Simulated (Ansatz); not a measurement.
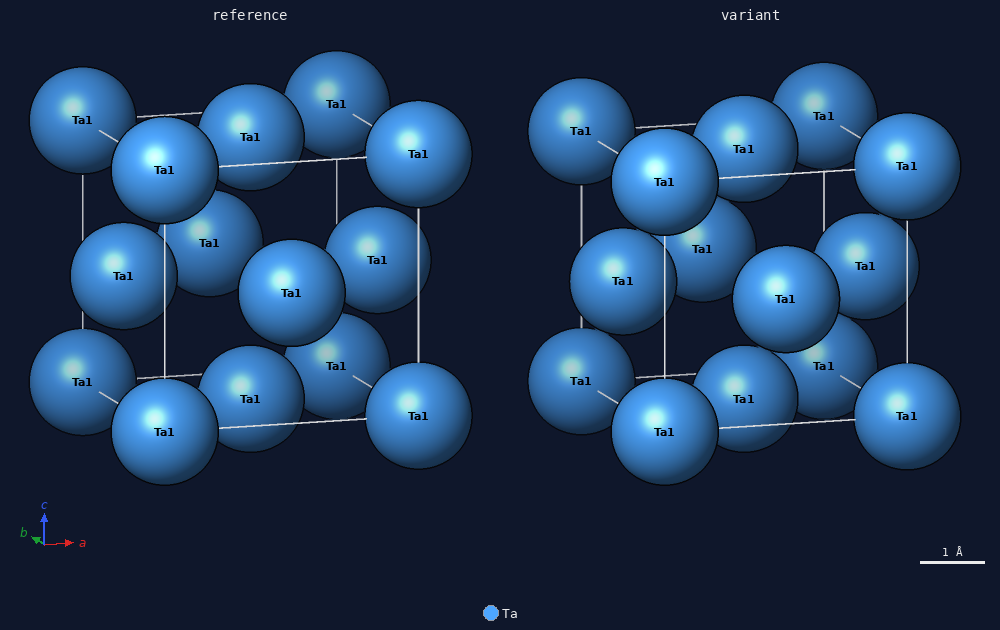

Left: a symmetric starting cell of Ta. Right: the same structure after one change, at the same scale. A spheres-only model of the conventional cell (4 times the calculation's cell), seen slightly off an axis. Lengths and directions refer to the drawn axes.

The calculation used DFT PBE, scalar-relativistic, plane waves, PAW (Ansatz). Settings: plane-wave cutoff 420 eV; k-point mesh 16 × 16 × 16; occupations gaussian; smearing width 0.1 eV; no spin polarisation.

> What was changed?

The cell is strained by +1.6 % along b and −4.4 % across it (volume −7.3 %), the atoms keeping their fractional coordinates. No relaxation follows. The starting cell wasn't computed here and needn't be at equilibrium, so pressure and forces aren't due to the change alone.

> How do the computed properties respond?

Among the bonded contacts that change: Ta–Ta 2.984 → 2.851 to 2.942 Å. The space group (tolerance 0.01 Å) goes from Fm-3m (No. 225) to I4/mmm (No. 139). The pressure is 16.2 GPa (not all of it need come from the change, since the unchanged cell can be under pressure at this level too). The principal stresses (compression positive) are 22.3 GPa along b and 13.2 GPa across it. All forces vanish by symmetry.
